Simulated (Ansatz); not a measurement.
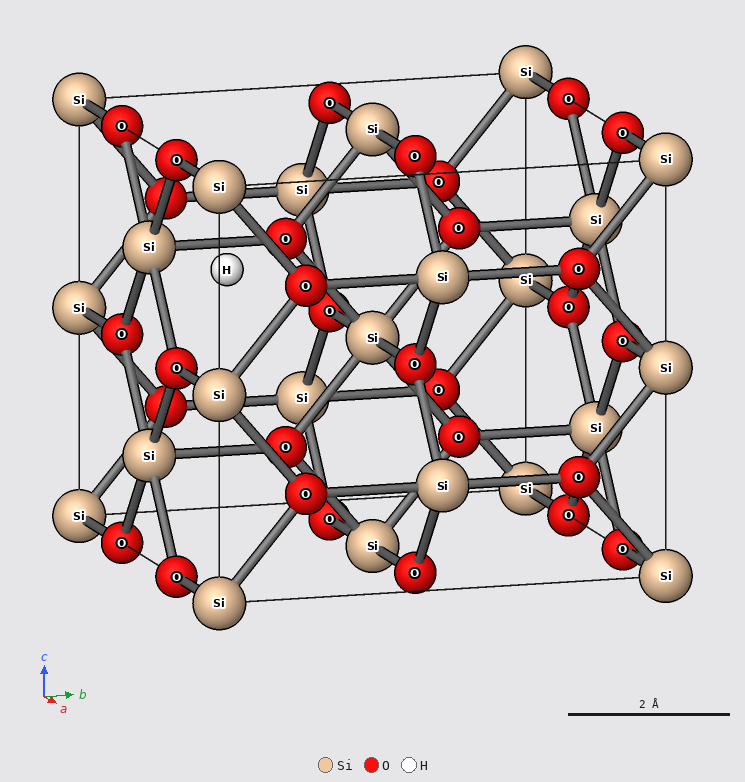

**Figure 1.** The starting structure (ball-and-stick view of the cell of the calculation, seen slightly off an axis). An atom can appear more than once, as a periodic image.

# Si8HO16 (charge +1): geometry relaxation (part 1 of 2)

The run: geometry relaxation of Si8HO16 (defect cell, 25 atoms in the cell, total charge +1). Method and program: DFT PBE, scalar-relativistic, plane waves, PAW, PAW set soft_1, no spin polarisation (Ansatz 0.2.0).

The structure derives from an entry of the Crystallography Open Database. It belongs to a series of runs on one base structure; here: end point B relaxed.

Input
```yaml
crystal:
  lattice:
    - [-4.1246, -4.1246, 0.0]
    - [4.1246, -4.1246, 0.0]
    - [0.0, 0.0, 5.2948]
  atoms:
    - { symbol: Si, position: [0.5, 0.5, 0.0] }
    - { symbol: Si, position: [0.0, 0.5, 0.25] }
    - { symbol: O, position: [0.1943, 0.5, 0.0] }
    - { symbol: O, position: [0.0, 0.1943, 0.25] }
    - { symbol: O, position: [0.8057, 0.5, 0.0] }
    - { symbol: O, position: [0.0, 0.8057, 0.25] }
    - { symbol: Si, position: [0.5, 0.5, 0.5] }
    - { symbol: Si, position: [0.0, 0.5, 0.75] }
    - { symbol: O, position: [0.1943, 0.5, 0.5] }
    - { symbol: O, position: [0.0, 0.1943, 0.75] }
    - { symbol: O, position: [0.8057, 0.5, 0.5] }
    - { symbol: O, position: [0.0, 0.8057, 0.75] }
    - { symbol: Si, position: [0.0, 0.0, 0.0] }
    - { symbol: Si, position: [0.5, 0.0, 0.25] }
    - { symbol: O, position: [0.6943, 0.0, 0.0] }
    - { symbol: O, position: [0.5, 0.6943, 0.25] }
    - { symbol: O, position: [0.3057, 0.0, 0.0] }
    - { symbol: O, position: [0.5, 0.3057, 0.25] }
    - { symbol: Si, position: [0.0, 0.0, 0.5] }
    - { symbol: Si, position: [0.5, 0.0, 0.75] }
    - { symbol: O, position: [0.6943, 0.0, 0.5] }
    - { symbol: O, position: [0.5, 0.6943, 0.75] }
    - { symbol: O, position: [0.3057, 0.0, 0.5] }
    - { symbol: O, position: [0.5, 0.3057, 0.75] }
    - { symbol: H, position: [0.24899463, 0.2530211, 0.62725468] }
total_charge: 1
basis:
  ecutwfc: 420.0
kpoints:
  mp_grid: { grid: [2, 2, 2] }
hamiltonian:
  xc: pbe
  pseudopotentials: { kind: paw, azcp: { folder: soft_1 } }
scf:
  occupations: { method: gaussian, width: 0.05 }
  lower_state_search: "off"
relax:
  f_tol: 0.03
  max_steps: 60
  adjacent_minimum: "off"
output:
  write_density: true
  write_potential: true
  elf: true
  volumetric_format: npy
```

Hardware: 1 thread of Arm Neoverse V2, 24 GiB of memory available, shared host.

Launched with:
```bash
ansatz run input.yaml --threads 1 --pin off --max-ram 3072MiB --backend cpu --events-out ev --progress --plain --runs-dir out
```

What the program printed
```
Engine: ansatz 0.2.0, aarch64-unknown-linux-gnu
Pseudopotentials: kind: paw
Pseudopotential: Si, paw, valence charge 4, recommended cutoff 420 eV (normal), [file]
Pseudopotential: O, paw, valence charge 6, recommended cutoff 420 eV (normal), [file]
Pseudopotential: H, paw, valence charge 1, recommended cutoff 420 eV (normal), [file]
Functional definition: PBE
  parameter kappa = 0.804
  parameter beta = 0.06672455060314922
  exchange = pbe_x(kappa = kappa, mu = beta*pi^2/3)
  correlation = pbe_c(beta = beta)
Crystal: 25 atoms, lattice volume = 180.154 Å³
Basis set: ecut = 420 eV, 3517 PW (Γ), exchange–correlation on 80×80×72 points (8 copies of the dense FFT grid, shifted against one another)
Bands: 89, of which v1, the nominal top of the filled ones, is band 64 counted from 1 (63 counted from 0)
Symmetry: 1 space group operations
Space group: P1 (ITA 1), of the structure as read, at distance tolerance 5.6e-5 Å
k-points: 8
Non-local potential: Si, projectors of the file, l = 0: 2, l = 1: 2, l = 2: 1
Non-local potential: O, projectors of the file, l = 0: 2, l = 1: 2, l = 2: 1
Non-local potential: H, projectors of the file, l = 0: 2, l = 1: 1
PAW form: soft (Blöchl's): semilocal exchange-correlation on the pseudo side does not see the compensation charge
PAW one-centre angular grid: Si, 110 points (default); XC on 64 Gauss nodes
PAW one-centre angular grid: O, 110 points (default); XC on 64 Gauss nodes
PAW one-centre angular grid: H, 110 points (default); XC on 64 Gauss nodes
Initial density: superposition of atomic densities (chi_scale 0.1, normalization cell), built separately for each of the 2 bonded fragments (scf.initial_density.interfragment_charge_transfer: auto; true builds it for the cell as a whole; a typed value also counts as a typed key of the start: scf.initial_density.chi_scale says what that changes, if anything)
Initial wavefunctions: pseudopotential atomic-orbital guess
Functional: x = pbe(κ = 0.804, μ = 0.2195149727645171), c = pbe(β = 0.06672455060314922)
SCF iter   1: F=—  HF=-14225.378916 eV  |F-HF|=—  |Δ(HF+E_count)|=         —  Δρ=1.72e-1  dr2=4.29e1  ethr=3.10e-3  ⟨swp⟩=6.4  Hψ=3307  notcnv=0  defer=95
preconditioner: auto → Resta (q_TF=auto, 2.577 Å⁻¹)  ε∞=3.4  [insulator: Δε(μ)=6.593 eV  Ē_g=20.226 eV  σ=0.050 eV  W_gap=1.00  n_scr=48 (ndim 8)  ℏωp=31.3 eV  f_vac=0.000  D(μ)=0.00/eV (n_scr^D=0)  ε∞_Penn≈3.4]
SCF iter   2: F=—  HF=-14213.127932 eV  |F-HF|=—  |Δ(HF+E_count)|=    1.23e1  Δρ=5.01e-2  dr2=2.23e0  ethr=3.10e-3  ⟨swp⟩=4.2  Hψ=1684  notcnv=0  defer=150
SCF iter   3: F=—  HF=-14213.013270 eV  |F-HF|=—  |Δ(HF+E_count)|=   1.15e-1  Δρ=2.54e-2  dr2=4.90e-1  ethr=1.74e-3  ⟨swp⟩=2.0  Hψ=872  notcnv=0  defer=152
SCF iter   4: F=—  HF=-14213.076032 eV  |F-HF|=—  |Δ(HF+E_count)|=   6.28e-2  Δρ=1.70e-3  dr2=3.34e-3  ethr=3.82e-4  ⟨swp⟩=4.0  Hψ=1158  notcnv=0  defer=152
SCF iter   5: F=—  HF=-14213.079003 eV  |F-HF|=—  |Δ(HF+E_count)|=   2.97e-3  Δρ=5.93e-4  dr2=4.42e-4  ethr=2.61e-6  ⟨swp⟩=2.0  Hψ=1198  notcnv=0  defer=152
SCF iter   6: F=—  HF=-14213.078988 eV  |F-HF|=—  |Δ(HF+E_count)|=   1.52e-5  Δρ=2.55e-4  dr2=8.53e-5  ethr=3.46e-7  ⟨swp⟩=2.0  Hψ=1067  notcnv=0  defer=152
SCF iter   7: F=-14213.078980 eV  HF=-14213.078980 eV  |F-HF|=5.64e-7  |Δ(HF+E_count)|=   7.82e-6  Δρ=4.65e-5  dr2=3.36e-6  ethr=1.76e-8  ⟨swp⟩=11.2  Hψ=6090  notcnv=0
SCF 1 converged in 7 iterations: F = -14213.078980 eV  dr2 = 3.36e-6
  greatest PAW one-centre occupation: 0.865 electrons in one spin orbital (limit 2), on the O atom at site 8 (counted from 0), in its partial waves of l = 0
relax step   1: F+E_penalty+E_count = -14213.07898048 eV  Δ(F+E_penalty+E_count) = +0.000e0 eV  max|allowed force component| = 2.545e0 eV/Å  Δτ_max = 0.0000 Å  (7 SCF iters, dr2 threshold 2.25e-5 eV, accepted)
Initial density: handed on by an earlier stage of this run
Initial wavefunctions: those handed on with the density
iter 1 solved again at ethr=3.91e-5 eV; its pass at ethr=3.10e-3 eV (dr2=5.00e-2 eV) is discarded
SCF iter   1: F=—  HF=-14213.525122 eV  |F-HF|=—  |Δ(HF+E_count)|=         —  Δρ=5.39e-3  dr2=5.15e-2  ethr=3.91e-5  ⟨swp⟩=2.0  Hψ=2447  notcnv=0  defer=152
preconditioner: auto → Resta (q_TF=auto, 2.577 Å⁻¹)  ε∞=3.6  [insulator: Δε(μ)=4.704 eV  Ē_g=19.232 eV  σ=0.050 eV  W_gap=1.00  n_scr=48 (ndim 8)  ℏωp=31.3 eV  f_vac=0.000  D(μ)=0.00/eV (n_scr^D=0)  ε∞_Penn≈3.6]
SCF iter   2: F=—  HF=-14213.509918 eV  |F-HF|=—  |Δ(HF+E_count)|=   1.52e-2  Δρ=2.60e-3  dr2=1.18e-2  ethr=3.91e-5  ⟨swp⟩=2.1  Hψ=884  notcnv=0  defer=152
SCF iter   3: F=—  HF=-14213.506239 eV  |F-HF|=—  |Δ(HF+E_count)|=   3.68e-3  Δρ=5.20e-4  dr2=4.74e-4  ethr=9.19e-6  ⟨swp⟩=2.0  Hψ=934  notcnv=0  defer=152
SCF iter   4: F=—  HF=-14213.506165 eV  |F-HF|=—  |Δ(HF+E_count)|=   7.37e-5  Δρ=2.65e-4  dr2=7.42e-5  ethr=7.81e-8  ⟨swp⟩=10.0  Hψ=5913  notcnv=0
SCF iter   5: F=-14213.506154 eV  HF=-14213.506154 eV  |F-HF|=1.71e-7  |Δ(HF+E_count)|=   1.05e-5  Δρ=3.81e-5  dr2=2.25e-6  ethr=5.80e-8  ⟨swp⟩=10.9  Hψ=5991  notcnv=0
SCF 2 converged in 5 iterations: F = -14213.506154 eV  dr2 = 2.25e-6
  greatest PAW one-centre occupation: 0.864 electrons in one spin orbital (limit 2), on the O atom at site 8 (counted from 0), in its partial waves of l = 0
relax step   2: F+E_penalty+E_count = -14213.50615448 eV  Δ(F+E_penalty+E_count) = -4.272e-1 eV  max|allowed force component| = 1.610e0 eV/Å  Δτ_max = 0.0356 Å  (5 SCF iters, dr2 threshold 1.00e-4 eV, accepted)
SCF iter   1: F=—  HF=-14213.807210 eV  |F-HF|=—  |Δ(HF+E_count)|=         —  Δρ=8.62e-3  dr2=1.31e-1  ethr=1.03e-3  ⟨swp⟩=5.5  Hψ=1777  notcnv=0  defer=146
preconditioner: auto → Resta (q_TF=auto, 2.577 Å⁻¹)  ε∞=3.6  [insulator: Δε(μ)=5.851 eV  Ē_g=19.237 eV  σ=0.050 eV  W_gap=1.00  n_scr=48 (ndim 8)  ℏωp=31.3 eV  f_vac=0.000  D(μ)=0.00/eV (n_scr^D=0)  ε∞_Penn≈3.6]
SCF iter   2: F=—  HF=-14213.768252 eV  |F-HF|=—  |Δ(HF+E_count)|=   3.90e-2  Δρ=4.26e-3  dr2=2.99e-2  ethr=1.02e-4  ⟨swp⟩=2.4  Hψ=1067  notcnv=0  defer=146
SCF iter   3: F=—  HF=-14213.757710 eV  |F-HF|=—  |Δ(HF+E_count)|=   1.05e-2  Δρ=9.21e-4  dr2=1.37e-3  ethr=2.34e-5  ⟨swp⟩=2.0  Hψ=990  notcnv=0  defer=146
SCF iter   4: F=—  HF=-14213.757469 eV  |F-HF|=—  |Δ(HF+E_count)|=   2.42e-4  Δρ=4.14e-4  dr2=1.92e-4  ethr=1.07e-6  ⟨swp⟩=2.0  Hψ=1054  notcnv=0  defer=146
SCF iter   5: F=-14213.757446 eV  HF=-14213.757449 eV  |F-HF|=2.43e-6  |Δ(HF+E_count)|=   1.98e-5  Δρ=8.53e-5  dr2=1.10e-5  ethr=7.81e-8  ⟨swp⟩=9.6  Hψ=5574  notcnv=0
SCF 3 converged in 5 iterations: F = -14213.757446 eV  dr2 = 1.10e-5
  greatest PAW one-centre occupation: 0.862 electrons in one spin orbital (limit 2), on the O atom at site 23 (counted from 0), in its partial waves of l = 0
relax step   3: F+E_penalty+E_count = -14213.75744633 eV  Δ(F+E_penalty+E_count) = -2.513e-1 eV  max|allowed force component| = 2.779e-1 eV/Å  Δτ_max = 0.0583 Å  (5 SCF iters, dr2 threshold 1.00e-4 eV, accepted)
SCF iter   1: F=—  HF=-14213.770924 eV  |F-HF|=—  |Δ(HF+E_count)|=         —  Δρ=1.81e-3  dr2=5.14e-3  ethr=4.68e-5  ⟨swp⟩=4.5  Hψ=1594  notcnv=0  defer=146
[...]
preconditioner: auto → Resta (q_TF=auto, 2.577 Å⁻¹)  ε∞=3.6  [insulator: Δε(μ)=5.974 eV  Ē_g=19.232 eV  σ=0.050 eV  W_gap=1.00  n_scr=48 (ndim 8)  ℏωp=31.3 eV  f_vac=0.000  D(μ)=0.00/eV (n_scr^D=0)  ε∞_Penn≈3.6]
relax step   4: F+E_penalty+E_count = -14213.76835510 eV  Δ(F+E_penalty+E_count) = -1.091e-2 eV  max|allowed force component| = 1.739e-1 eV/Å  Δτ_max = 0.0216 Å  (5 SCF iters, dr2 threshold 4.83e-6 eV, accepted)
preconditioner: auto → Resta (q_TF=auto, 2.577 Å⁻¹)  ε∞=3.6  [insulator: Δε(μ)=5.986 eV  Ē_g=19.235 eV  σ=0.050 eV  W_gap=1.00  n_scr=48 (ndim 8)  ℏωp=31.3 eV  f_vac=0.000  D(μ)=0.00/eV (n_scr^D=0)  ε∞_Penn≈3.6]
  greatest PAW one-centre occupation: 0.863 electrons in one spin orbital (limit 2), on the O atom at site 23 (counted from 0), in its partial waves of l = 0
relax step   5: F+E_penalty+E_count = -14213.81595945 eV  Δ(F+E_penalty+E_count) = -4.760e-2 eV  max|allowed force component| = 4.994e-1 eV/Å  Δτ_max = 0.0911 Å  (6 SCF iters, dr2 threshold 1.89e-6 eV, accepted)
preconditioner: auto → Resta (q_TF=auto, 2.577 Å⁻¹)  ε∞=3.6  [insulator: Δε(μ)=6.144 eV  Ē_g=19.240 eV  σ=0.050 eV  W_gap=1.00  n_scr=48 (ndim 8)  ℏωp=31.3 eV  f_vac=0.000  D(μ)=0.00/eV (n_scr^D=0)  ε∞_Penn≈3.6]
relax step   6: F+E_penalty+E_count = -14214.02575782 eV  Δ(F+E_penalty+E_count) = -2.098e-1 eV  max|allowed force component| = 1.092e0 eV/Å  Δτ_max = 0.2000 Å  (6 SCF iters, dr2 threshold 9.77e-5 eV, accepted)
preconditioner: auto → Resta (q_TF=auto, 2.577 Å⁻¹)  ε∞=3.6  [insulator: Δε(μ)=6.269 eV  Ē_g=19.272 eV  σ=0.050 eV  W_gap=1.00  n_scr=48 (ndim 8)  ℏωp=31.3 eV  f_vac=0.000  D(μ)=0.00/eV (n_scr^D=0)  ε∞_Penn≈3.6]
relax step   7: F+E_penalty+E_count = -14214.37169175 eV  Δ(F+E_penalty+E_count) = -3.459e-1 eV  max|allowed force component| = 1.048e0 eV/Å  Δτ_max = 0.2000 Å  (6 SCF iters, dr2 threshold 1.00e-4 eV, accepted)
preconditioner: auto → Resta (q_TF=auto, 2.577 Å⁻¹)  ε∞=3.6  [insulator: Δε(μ)=6.308 eV  Ē_g=19.340 eV  σ=0.050 eV  W_gap=1.00  n_scr=48 (ndim 8)  ℏωp=31.3 eV  f_vac=0.000  D(μ)=0.00/eV (n_scr^D=0)  ε∞_Penn≈3.6]
  greatest PAW one-centre occupation: 0.865 electrons in one spin orbital (limit 2), on the O atom at site 23 (counted from 0), in its partial waves of l = 0
relax step   8: F+E_penalty+E_count = -14214.49291266 eV  Δ(F+E_penalty+E_count) = -1.212e-1 eV  max|allowed force component| = 1.565e0 eV/Å  Δτ_max = 0.1958 Å  (6 SCF iters, dr2 threshold 1.00e-4 eV, accepted)
preconditioner: auto → Resta (q_TF=auto, 2.577 Å⁻¹)  ε∞=3.6  [insulator: Δε(μ)=6.229 eV  Ē_g=19.349 eV  σ=0.050 eV  W_gap=1.00  n_scr=48 (ndim 8)  ℏωp=31.3 eV  f_vac=0.000  D(μ)=0.00/eV (n_scr^D=0)  ε∞_Penn≈3.6]
  greatest PAW one-centre occupation: 0.867 electrons in one spin orbital (limit 2), on the O atom at site 23 (counted from 0), in its partial waves of l = 0
relax step   9: F+E_penalty+E_count = -14214.63763678 eV  Δ(F+E_penalty+E_count) = -1.447e-1 eV  max|allowed force component| = 2.815e-1 eV/Å  Δτ_max = 0.1500 Å  (6 SCF iters, dr2 threshold 1.00e-4 eV, accepted)
preconditioner: auto → Resta (q_TF=auto, 2.577 Å⁻¹)  ε∞=3.6  [insulator: Δε(μ)=6.244 eV  Ē_g=19.337 eV  σ=0.050 eV  W_gap=1.00  n_scr=48 (ndim 8)  ℏωp=31.3 eV  f_vac=0.000  D(μ)=0.00/eV (n_scr^D=0)  ε∞_Penn≈3.6]
  greatest PAW one-centre occupation: 0.866 electrons in one spin orbital (limit 2), on the O atom at site 23 (counted from 0), in its partial waves of l = 0
relax step  10: F+E_penalty+E_count = -14214.64609638 eV  Δ(F+E_penalty+E_count) = -8.460e-3 eV  max|allowed force component| = 5.709e-2 eV/Å  Δτ_max = 0.0140 Å  (4 SCF iters, dr2 threshold 4.95e-6 eV, accepted)
preconditioner: auto → Resta (q_TF=auto, 2.577 Å⁻¹)  ε∞=3.6  [insulator: Δε(μ)=6.246 eV  Ē_g=19.338 eV  σ=0.050 eV  W_gap=1.00  n_scr=48 (ndim 8)  ℏωp=31.3 eV  f_vac=0.000  D(μ)=0.00/eV (n_scr^D=0)  ε∞_Penn≈3.6]
relax step  11: F+E_penalty+E_count = -14214.64638068 eV  Δ(F+E_penalty+E_count) = -2.843e-4 eV  max|allowed force component| = 9.543e-3 eV/Å  Δτ_max = 0.0027 Å  (5 SCF iters, accepted)
```

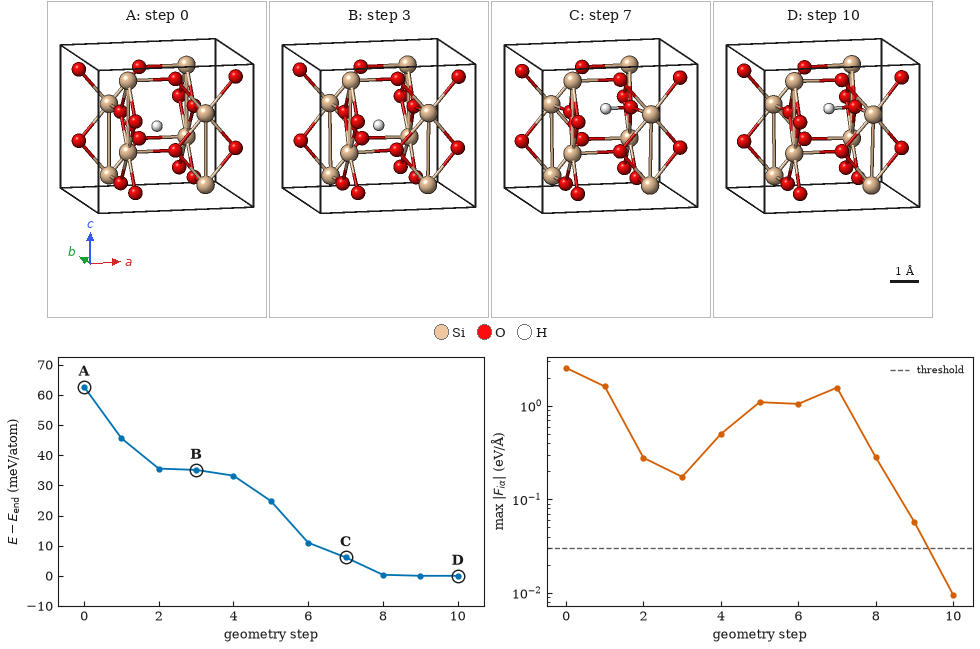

**Figure 2.** Frames of the relaxation (ball-and-stick view of the cell of the calculation (origin shifted), seen slightly off an axis) above the curves, on which the letters mark them (the first geometry is step 0 here and step 1 in the log).

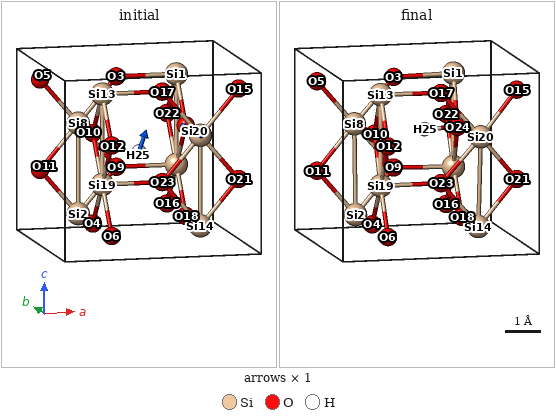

**Figure 3.** Before (left) and after (right) the relaxation, at one scale (ball-and-stick view of the cell of the calculation (origin shifted), seen slightly off an axis). The blue arrows give the displacements, at true length. H25 moves most: 0.68 Å. Largest moves by element: H 0.68 Å, O 0.21 Å, Si 0.13 Å. The lattice vectors keep their values. Distances before and after: O24–H25 1.631 → 1.028 Å, Si1–O24 1.743 → 1.842 Å, Si20–O24 1.783 → 1.875 Å, Si1–Si7 2.647 → 2.737 Å. New bonds form: O24–H25 (1.63 → 1.03 Å). Among the angles that change: Si1–O22–Si7 98.9° → 104.8°, Si1–O18–Si7 98.9° → 95.3°, Si1–O22–Si20 130.6° → 127.5°. After 10 geometry steps the energy has fallen by 62.7 meV per atom. Largest force component: 2.5 eV/Å at the start, 0.0095 eV/Å at the end. (Atoms are counted from 1 in the order of the input.)

```
NSCF: frozen V_eff on 8 k-points
the band table was solved once a step of the walk had ended and its energy, with any forces and stress, was formed, with the checks that follow a solve (4189 applications of the Hamiltonian). They found nothing against the state; the energy, forces and stress were not computed again (output.eigenvalues in the input reference)
Free energy (F): -14214.646381 eV
Harris-Foulkes:  -14214.646381 eV  (|F-HF|=8.53e-10)
Internal energy: -14214.646381 eV  (E = F + TS)
E sigma→0 (E₀):  -14214.646381 eV
Fermi energy:    14.169900 eV
--- Per-component energies (eV) ---
  E_band       = 314.157721
  E_kinetic    = 3173.693826
  E_local      = -4702.304121  (includes V_loc(G=0)·N_el)
  E_nonlocal   = 1002.776830
  E_hartree    = 1730.722043
  E_xc         = -1627.459742
  E_vxc        = -1887.960990  (∫ρ·V_xc dr)
  E_paw        = -6717.026755  (= ΣΔE_a)
  E_vpaw       = -733.503466  (= ΣTr[D̂ρ^β])
  E_aug_tail   = 0.012066  (compensation charges beyond the density's cutoff)
  E_ewald      = -7075.060527
  E_smearing   = -0.000000  (= −TS)
  E_closure    = 0.000000  (closes the sum)
  E_deformation_potential = 20.098443  (in the stress; not in F)
  Σ components = -14214.646381   (vs F -14214.646381, Δ=0.00e0)
--- Forces (eV/Å), atoms counted from 1 ---
[...]
  atom   1  Si     0.00560259    -0.00527246     0.00287570
  atom   2  Si     0.00002895    -0.00954185    -0.00176565
  atom   3  O      0.00085163     0.00338713    -0.00001683
  atom   4  O      0.00079333     0.00145637     0.00015091
  atom   5  O     -0.00350116     0.00166704     0.00006797
  atom   6  O      0.00578054    -0.00073428     0.00004299
  atom   7  Si     0.00535332    -0.00560808    -0.00027296
  atom   8  Si     0.00138238    -0.00053170    -0.00082910
  atom   9  O      0.00059711     0.00336579    -0.00017910
  atom  10  O     -0.00022661    -0.00203853     0.00013357
  atom  11  O     -0.00407687     0.00111987    -0.00050240
  atom  12  O      0.00331027    -0.00144256     0.00061984
  atom  13  Si    -0.00469363     0.00435968     0.00245187
  atom  14  Si     0.00021042     0.00108733    -0.00041236
  atom  15  O      0.00064178    -0.00254774     0.00091709
  atom  16  O      0.00051230     0.00027363     0.00043609
  atom  17  O     -0.00044658    -0.00009614     0.00137241
  atom  18  O     -0.00001576     0.00154409    -0.00019370
  atom  19  Si    -0.00256588     0.00232007     0.00019638
  atom  20  Si    -0.00218182     0.00506109    -0.00115168
  atom  21  O      0.00084538    -0.00223573    -0.00135614
  atom  22  O     -0.00123964    -0.00020801     0.00018102
  atom  23  O     -0.00119294     0.00059202    -0.00236869
  atom  24  O     -0.00501813    -0.00022435     0.00028408
  atom  25  H     -0.00076149     0.00426498    -0.00067937
  max |Σ_I F_I| component: 1.77e-5 eV/Å
--- Band table (eV; the first three rows and the last of 8) ---
```
